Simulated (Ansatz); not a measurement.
**Two runs on SiC**

System: SiC (8 atoms in the cell).
Method of run A: DFT PBE, scalar-relativistic, plane waves, PAW, PAW set soft_1, no spin polarisation (Ansatz 0.2.0).

The structure derives from a Materials Project entry. Text and figures count atoms from 1; the logs count them from 0 in places.

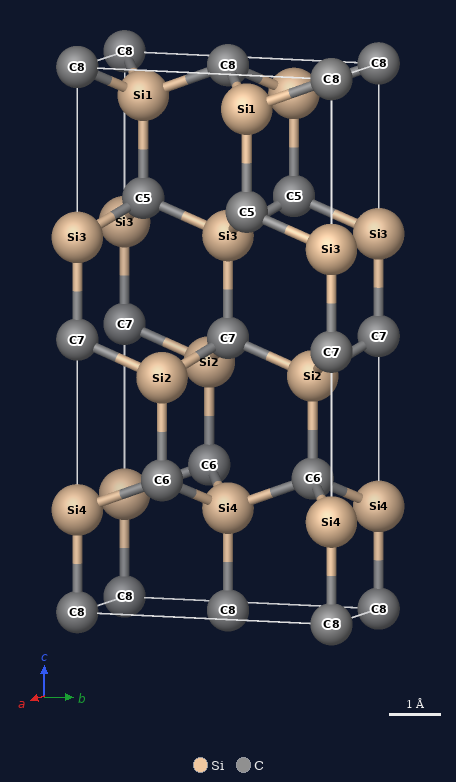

The structure as given in the input (ball-and-stick view of the cell 2 times as large as that of the calculation, set on its symmetry axes, seen slightly off an axis; atoms are numbered from 1 in the order of the input). An atom can appear more than once, as a periodic image. Near neighbours in the periodic cell (some may lie outside the picture): Si has 4 C at 1.73 to 2.04 Å; C has 4 Si at 1.73 to 2.04 Å.

The input, run A:
```yaml
crystal:
  lattice:
    - [2.629955464, 0.0, 0.0]
    - [-1.314977732, 2.679539109, 0.0]
    - [0.0, 0.0, 10.8382127668]
  atoms:
    - { symbol: Si, position: [0.6666666667, 0.3333333333, 0.9378436843] }
    - { symbol: Si, position: [0.3333333333, 0.6666666667, 0.4378436843] }
    - { symbol: Si, position: [0.0, 0.0, 0.6878989045] }
    - { symbol: Si, position: [0.0, 0.0, 0.1878989045] }
    - { symbol: C, position: [0.6666666667, 0.3333333333, 0.7498087506] }
    - { symbol: C, position: [0.3333333333, 0.6666666667, 0.2498087506] }
    - { symbol: C, position: [0.0, 0.0, 0.5004476606] }
    - { symbol: C, position: [0.0, 0.0, 0.0004476606] }
basis:
  ecutwfc: 520.0
kpoints:
  mp_grid: { grid: [12, 12, 4] }
hamiltonian:
  xc: pbe
  pseudopotentials: { kind: paw, azcp: { folder: soft_1 } }
scf:
  occupations: { method: gaussian, width: 0.05 }
output:
  forces: true
  stress: true
  eigenvalues: true
```

Command:
```bash
ansatz run input.yaml --threads 2 --pin off --max-ram 4096MiB --backend cpu --events-out ev --progress --plain --runs-dir out
```

Hardware: 2 threads of Intel Xeon (Sapphire Rapids), 192 GiB of memory available, shared host.

Output, shortened to warnings, some set-up lines, iterations and results (run A):
```
Basis set: ecut = 520 eV, 2033 PW (Γ), exchange–correlation on 40×48×162 points (8 copies of the dense FFT grid, shifted against one another)
Symmetry: 4 space group operations
k-points: 129 of 576 (time reversal used)
Initial density: superposition of atomic densities (chi_scale 0.1, normalization cell, long waves kept (reshape's long-wave potential 0.00 eV rms))
[...]
SCF iter   1: F=—  HF=-3551.894270 eV  |F-HF|=—  |Δ(HF+E_count)|=         —  Δρ=1.63e-1  dr2=2.45e1  ethr=3.10e-3  ⟨swp⟩=7.2  Hψ=18321  notcnv=0  defer=9
SCF iter   2: F=—  HF=-3544.027610 eV  |F-HF|=—  |Δ(HF+E_count)|=    7.87e0  Δρ=3.95e-2  dr2=9.01e-1  ethr=3.10e-3  ⟨swp⟩=4.2  Hψ=8681  notcnv=0  defer=349
SCF iter   3: F=—  HF=-3543.838534 eV  |F-HF|=—  |Δ(HF+E_count)|=   1.89e-1  Δρ=1.29e-2  dr2=5.94e-2  ethr=2.82e-3  ⟨swp⟩=3.0  Hψ=6133  notcnv=0  defer=349
SCF iter   4: F=—  HF=-3543.838838 eV  |F-HF|=—  |Δ(HF+E_count)|=   3.04e-4  Δρ=1.15e-3  dr2=8.17e-4  ethr=1.86e-4  ⟨swp⟩=2.0  Hψ=3476  notcnv=0  defer=349
SCF iter   5: F=—  HF=-3543.838905 eV  |F-HF|=—  |Δ(HF+E_count)|=   6.70e-5  Δρ=3.06e-4  dr2=1.82e-4  ethr=2.55e-6  ⟨swp⟩=2.4  Hψ=5081  notcnv=0  defer=220
SCF iter   6: F=—  HF=-3543.838876 eV  |F-HF|=—  |Δ(HF+E_count)|=   2.94e-5  Δρ=1.55e-4  dr2=1.40e-5  ethr=5.67e-7  ⟨swp⟩=2.0  Hψ=3977  notcnv=0  defer=220
SCF iter   7: F=—  HF=-3543.838895 eV  |F-HF|=—  |Δ(HF+E_count)|=   1.95e-5  Δρ=2.93e-5  dr2=3.13e-7  ethr=4.39e-8  ⟨swp⟩=2.3  Hψ=4390  notcnv=0  defer=220
SCF iter   8: F=-3543.838895 eV  HF=-3543.838895 eV  |F-HF|=8.25e-9  |Δ(HF+E_count)|=   2.40e-7  Δρ=5.07e-6  dr2=8.95e-9  ethr=3.13e-10  ⟨swp⟩=13.0  Hψ=18411  notcnv=0
SCF 1 converged in 8 iterations: F = -3543.838895 eV  dr2 = 8.95e-9
SCF converged after 8 iterations
Free energy (F): -3543.838895 eV
Harris-Foulkes:  -3543.838895 eV  (|F-HF|=8.25e-9)
Internal energy: -3543.838736 eV  (E = F + TS)
E sigma→0 (E₀):  -3543.838816 eV
Entropy (-TS):   -0.000159 eV (-0.020 meV/atom)
Fermi energy:    11.968639 eV
--- Per-component energies (eV) ---
  E_band       = 142.983908
  E_kinetic    = 556.190017
  E_local      = -381.145908  (includes V_loc(G=0)·N_el)
  E_nonlocal   = 187.233126
  E_hartree    = 131.824085
  E_xc         = -429.504552
  E_vxc        = -443.495455  (∫ρ·V_xc dr)
  E_paw        = -2448.510140  (= ΣΔE_a)
  E_vpaw       = -39.446171  (= ΣTr[D̂ρ^β])
  E_aug_tail   = 0.000052  (compensation charges beyond the density's cutoff)
  E_ewald      = -1159.925417
  E_smearing   = -0.000159  (= −TS)
  E_closure    = -0.000000  (closes the sum)
  Σ components = -3543.838895   (vs F -3543.838895, Δ=0.00e0)
--- Forces (eV/Å), atoms counted from 1 ---
  atom   1  Si     0.00000000     2.12566975    -1.52998397
  atom   2  Si     0.00000000    -2.12566975    -1.52998397
  atom   3  Si     0.00000000    -2.15908520    -1.65928452
  atom   4  Si     0.00000000     2.15908520    -1.65928452
  atom   5  C      0.00000000     2.38226185     1.64363928
  atom   6  C      0.00000000    -2.38226185     1.64363928
  atom   7  C      0.00000000     2.11754730     1.54560439
  atom   8  C      0.00000000    -2.11754730     1.54560439
  max |Σ_I F_I| component: 4.96e-5 eV/Å
--- Stress (GPa, compression-positive) ---
      121.572687       0.000000       0.000000
        0.000000      15.805751       0.000000
        0.000000       0.000000     -28.158006
  P = ⅓ Tr σ = 36.4068 GPa (364.068 kbar)
```

For run B the input was changed thus:
```diff
+  max_iter: 75
+magnetization:
+  spin_polarized: true
+  initial_magnetization: 40
```

What does this change do to the results?

The energy is the same within 0.01 meV per atom. With spin allowed, the absolute moment of the cell comes to 0.00 μB. The SCF takes 15 iterations against 8. On the same kind of shared host run B took about 4.5 times as long.

Output, shortened to warnings, some set-up lines, iterations and results (run B):
```
WARN: the starting moments were not kept: the SCF closed with an absolute magnetisation of 2.8e-6 μB, where they sum to 40 μB in size (8 sites). That is at most 0.1 of that sum. Measured as dr2_m measures the in/out step, that magnetisation stands 5.0e-13 eV from none, at or under the dr2_threshold of 1.0e-7 eV: it is no larger than a step whose dr2_m would equal this threshold. The system may …
Basis set: ecut = 520 eV, 2033 PW (Γ), exchange–correlation on 40×48×162 points (8 copies of the dense FFT grid, shifted against one another)
Symmetry: 4 space group operations
k-points: 129 of 576 (time reversal used)
Initial density: superposition of atomic densities (chi_scale 0.1, normalization cell)
[...]
SCF iter   1: F=—  HF=-3508.663788 eV  |F-HF|=—  |Δ(HF+E_count)|=         —  Δρ=2.73e-1 (↑1.99e-1 ↓2.73e-1)  dr2=2.26e1  dr2_m=3.55e1  M=1.522 μB ∫|m|=1.972 μB  β_m=0.30  …
SCF iter   2: F=—  HF=-3526.400959 eV  |F-HF|=—  |Δ(HF+E_count)|=    1.77e1  Δρ=1.93e-1 (↑1.44e-1 ↓1.93e-1)  dr2=1.10e1  dr2_m=1.83e1  M=0.707 μB ∫|m|=0.982 μB  β_m=0.30  …
SCF iter   3: F=—  HF=-3534.042204 eV  |F-HF|=—  |Δ(HF+E_count)|=    7.64e0  Δρ=1.18e-1 (↑1.18e-1 ↓1.08e-1)  dr2=7.09e-1  dr2_m=8.68e0  M=0.910 μB ∫|m|=1.025 μB  β_m=0.30  …
SCF iter   4: F=—  HF=-3538.958061 eV  |F-HF|=—  |Δ(HF+E_count)|=    4.92e0  Δρ=8.78e-2 (↑7.89e-2 ↓8.78e-2)  dr2=6.02e-1  dr2_m=4.75e0  M=0.307 μB ∫|m|=0.490 μB  β_m=0.30  …
SCF iter   5: F=—  HF=-3541.351615 eV  |F-HF|=—  |Δ(HF+E_count)|=    2.39e0  Δρ=5.90e-2 (↑5.79e-2 ↓5.90e-2)  dr2=2.12e-2  dr2_m=2.39e0  M=0.183 μB ∫|m|=0.347 μB  β_m=0.30  …
[... 6 lines ...]
SCF iter  12: F=—  HF=-3543.838895 eV  |F-HF|=—  |Δ(HF+E_count)|=   1.35e-6  Δρ=1.01e-5 (↑7.42e-6 ↓1.01e-5)  dr2=3.67e-7  dr2_m=2.05e-8  M=-0.000 μB ∫|m|=0.000 μB  β_m=0.95  …
SCF iter  13: F=—  HF=-3543.838895 eV  |F-HF|=—  |Δ(HF+E_count)|=   4.79e-8  Δρ=2.34e-6 (↑2.09e-6 ↓2.34e-6)  dr2=3.57e-8  dr2_m=1.21e-9  M=-0.000 μB ∫|m|=0.000 μB  β_m=0.97  …
SCF iter  14: F=—  HF=-3543.838895 eV  |F-HF|=—  |Δ(HF+E_count)|=   6.45e-9  Δρ=7.68e-7 (↑6.37e-7 ↓7.68e-7)  dr2=1.67e-9  dr2_m=1.09e-10  M=-0.000 μB ∫|m|=0.000 μB  β_m=0.99  …
SCF iter  15: F=-3543.838895 eV  HF=-3543.838895 eV  |F-HF|=1.71e-10  |Δ(HF+E_count)|=  2.32e-11  Δρ=2.34e-7 (↑2.03e-7 ↓2.34e-7)  dr2=2.95e-10  dr2_m=4.94e-12  M=0.000 μB …
SCF 1 converged in 15 iterations: F = -3543.838895 eV  dr2 = 2.95e-10
WARN: the starting moments were not kept: the SCF closed with an absolute magnetisation of 2.8e-6 μB, where they sum to 40 μB in size (8 sites). That is at most 0.1 of that sum. Measured as dr2_m measures the in/out step, that magnetisation stands 5.0e-13 eV from none, at or under the dr2_threshold …
SCF converged after 15 iterations
Magnetization: 0.0000 μB (16.0000 up, 16.0000 down)
Absolute magnetization: 0.0000 μB (∫|ρ↑−ρ↓|, with the PAW one-centre terms)
Spin contamination: 0.0000 ħ² per cell (⟨S²⟩ above its minimum at these occupations)
Per-site moments (μB) at R_I (Å): [(-5.503812063397569e-8, 0.7129593621819157), (-5.5038120612694226e-8, 0.7129593621819157), (-5.5291192376959245e-8, 0.7117468211411263), (-5.5291192375017673e-8, 0.7117468211411264), (5.99319419680945e-8, 0.7117468211411263), (5.993194199860816e-8, …
Free energy (F): -3543.838895 eV
Harris-Foulkes:  -3543.838895 eV  (|F-HF|=1.71e-10)
Internal energy: -3543.838736 eV  (E = F + TS)
E sigma→0 (E₀):  -3543.838816 eV
Entropy (-TS):   -0.000159 eV (-0.020 meV/atom)
Fermi energy:    11.968637 eV
--- Per-component energies (eV) ---
  E_band       = 142.984057
  E_kinetic    = 556.190196
[...]
```

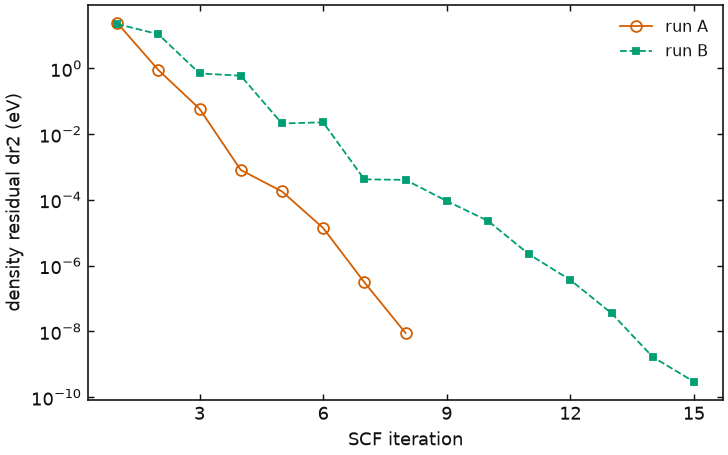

Convergence of the two runs: density residual dr2 against the SCF iteration. Run A takes 8 iterations in all, and run B takes 15.

The two runs side by side:

| quantity | run A | run B |
| --- | --- | --- |
| outcome | converged | converged |
| free energy per atom (eV) | −442.9799 | −442.9799 |
| gap on the mesh (eV) | 0.00 | 0.00 |
| pressure (GPa) | 36.41 | 36.41 |
| largest force (eV/Å) | 2.894 | 2.894 |
| SCF iterations | 8 | 15 |
| irreducible k-points | 129 | 129 |
| plane waves at Γ | 2033 | 2033 |
| net moment of the cell (μB) | – | 0.00 |
| absolute moment of the cell (μB) | – | 0.00 |
| wall time (shared host) | 10 s | 45 s |

For run B: This input holds a deliberate fault: an impossible spin (`magnetization`). It did no harm here: the run converged to the energy of the sound run within 1 meV per atom. Warnings: some starting moments were not kept.
